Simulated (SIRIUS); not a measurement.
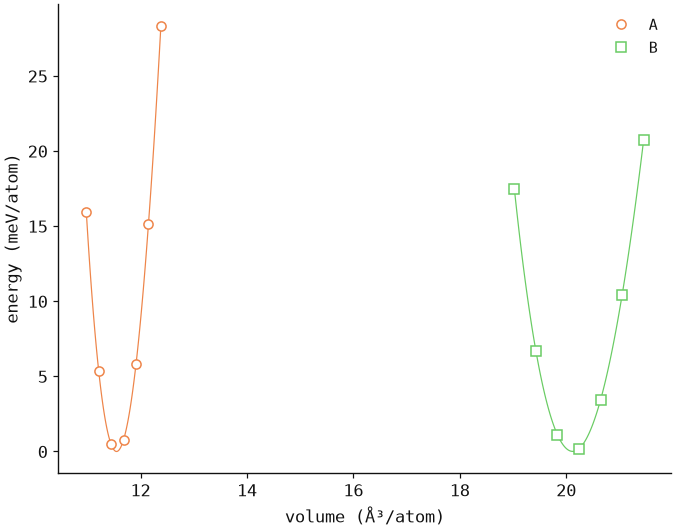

The figure compares two calculations of the energy against volume, each curve from its own zero. The first is for BP, space group F-43m (No. 216).

The cell holds 2 atoms.

Calculation (SIRIUS 7.12.0): plane-wave DFT, no spin polarisation; energies at scaled volumes of the given cell, shape and fractions fixed, counted from the fit's minimum, third-order Birch-Murnaghan fit. Level: PBEsol.

k mesh 10×10×10; occupations Fermi–Dirac; smearing width 0.05 eV; potentials dojo sr pbesol 0.4.1 standard; wave cutoff 1054 eV; density cutoff 4214 eV.

In the second, B is replaced by Ga on all its sites, which gives GaP in the same structure. The second calculation uses wave cutoff 1102.061 eV and k mesh 8×8×8.

Q: Which of A and B is the second calculation, and what did the change do?

A: B. The equilibrium volume rises from 11.55 to 20.12 Å³/atom (+74 %) and the bulk modulus falls from 169 to 85 GPa (−50 %).

V0 and the bulk modulus come from third-order Birch–Murnaghan fits.
